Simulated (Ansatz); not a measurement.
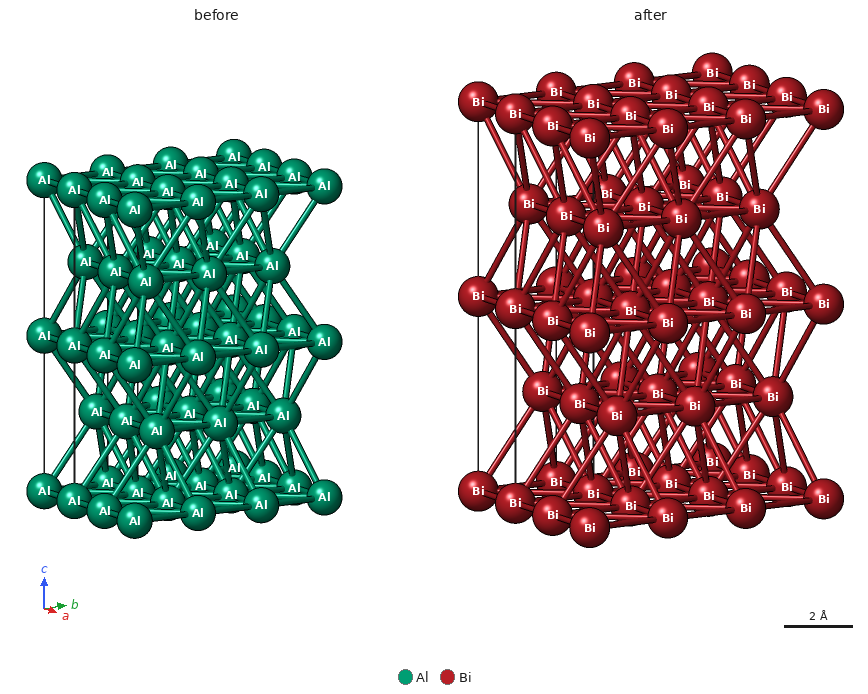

Left: a crystal of Al (set up in P6_3/mmc). Right: the same structure after one change, at the same scale. The picture is a ball-and-stick view of the cell of the calculation, repeated 3 × 3 × 1 with one cell outlined, seen slightly off an axis.

All numbers below come from DFT PBE+D3(BJ), scalar-relativistic, plane waves, PAW in Ansatz 0.2.0. (plane-wave cutoff 420 eV; occupations gaussian; smearing width 0.1 eV; no spin polarisation) The k-mesh is chosen for each cell (18×18×6, 12×12×4).

### What was changed?

Every aluminium atom is replaced by bismuth, which gives Bi. Cell and atoms are relaxed again (to zero pressure within 0.1 GPa, forces under 0.01 eV/Å).

### And its effect?

The volume per atom goes from 15.85 to 30.17 Å³. Both are metals. The drawn cell changes as follows: a = b 2.815 → 3.470 Å (+23.3 %), c 9.242 → 11.572 Å (+25.2 %); the volume changes by +90.3 %. The space group stays P6_3/mmc (No. 194).
